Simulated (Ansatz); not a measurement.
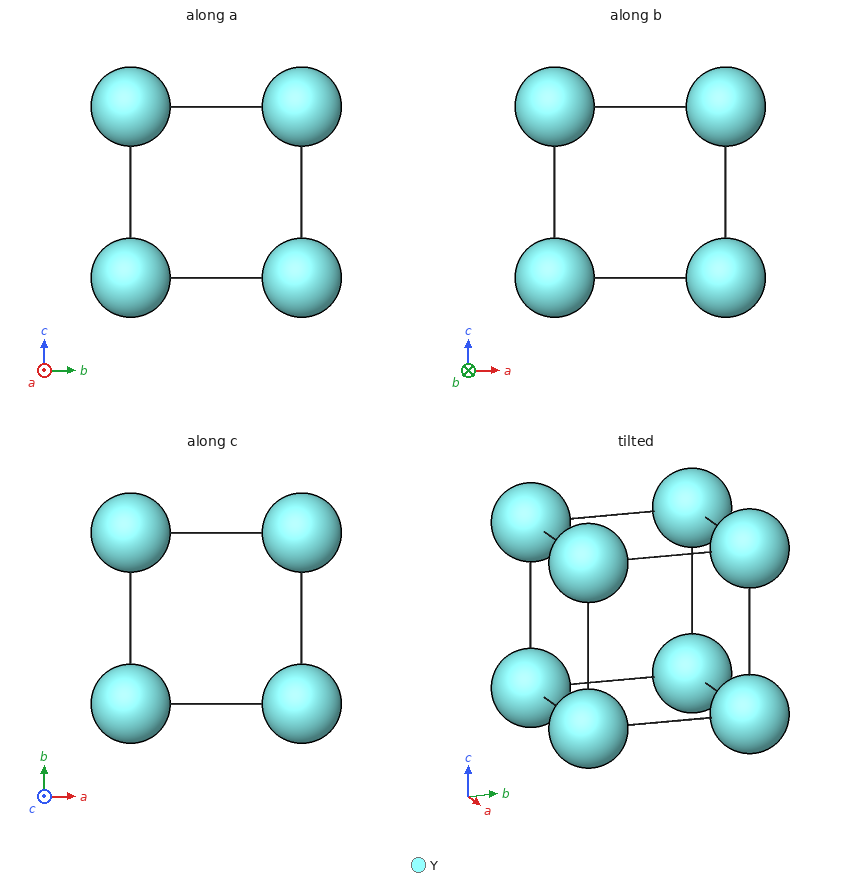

The figure gives a spheres-only picture of the atoms, viewed along the a axis, along the b axis, along the c axis and slightly off an axis. The conventional unit cell is outlined; an atom on or near a face, edge or corner is repeated at each equivalent position.

Lattice parameters: a = 3.322 Å, b = 3.322 Å, c = 3.322 Å, α = 90.00°, β = 90.00°, γ = 90.00°. Put a along x and b in the xy plane.

### Set out the cell and atoms as a POSCAR file.

```
Y
1.0
     3.322    0.000    0.000
     0.000    3.322    0.000
     0.000    0.000    3.322
Y
1
Direct
  0.0000 0.0000 0.0000
```

Starting structure: a structure type filled with this element by a generator (whether the element takes this form wasn't checked). Earlier steps of the study may have refined or changed the cell and positions. It was the input of a calculation with Ansatz.
